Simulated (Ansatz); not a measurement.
Read the following structure.

```yaml
crystal:
  lattice:
    - [4.88053, 0.00000, 0.00000]
    - [0.00000, 4.88053, 0.00000]
    - [0.00000, 0.00000, 3.23790]
  atoms:
    - { symbol: Hf, position: [0.00000, 0.00000, 0.00000] }
    - { symbol: Hf, position: [0.50000, 0.50000, 0.50000] }
    - { symbol: O, position: [0.19479, 0.19479, 0.50000] }
    - { symbol: O, position: [0.30521, 0.69479, 0.00000] }
    - { symbol: O, position: [0.69479, 0.30521, 0.00000] }
    - { symbol: O, position: [0.80521, 0.80521, 0.50000] }
```

Q: Describe what this structure looks like.

A: Formula: HfO$_{2}$. The symmetry is that of P4_2/mnm (No. 136), on a primitive tetragonal lattice. In terms of structure types, this is rutile. The cell has 6 atoms, namely 2 Hf, 4 O. The polyhedra are HfO6 octahedra; they share corners and edges. The coordination shell of Hf holds six O in a distorted octahedral arrangement at 2.10 Å. O bonds to three Hf at 2.10 Å. Not all metal-metal contacts are counted. The bonds build a three-dimensional framework.

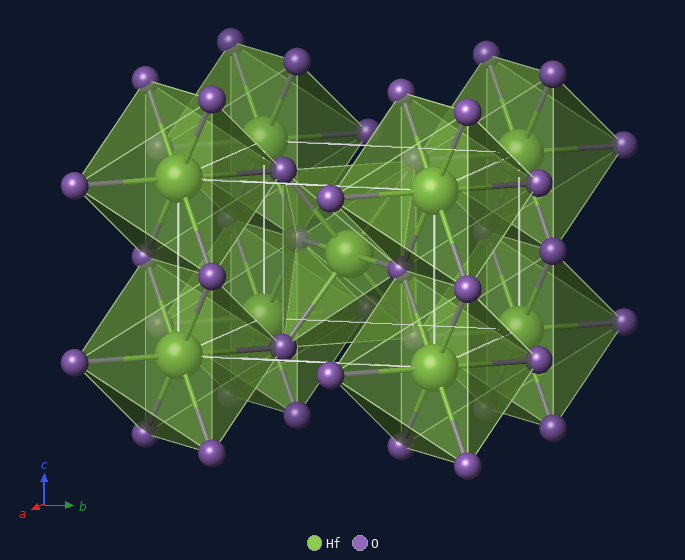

We look at a polyhedral model of the crystal slightly off an axis. Thin lines show the conventional unit cell, with boundary atoms drawn in all their periodic places. A few atoms beyond the faces are included.

The structure comes from a structure listed in the Materials Project, with elements exchanged, so it need not be a known form of the compound. Earlier steps of the study may have refined or changed the cell and positions. It went into a calculation with Ansatz.
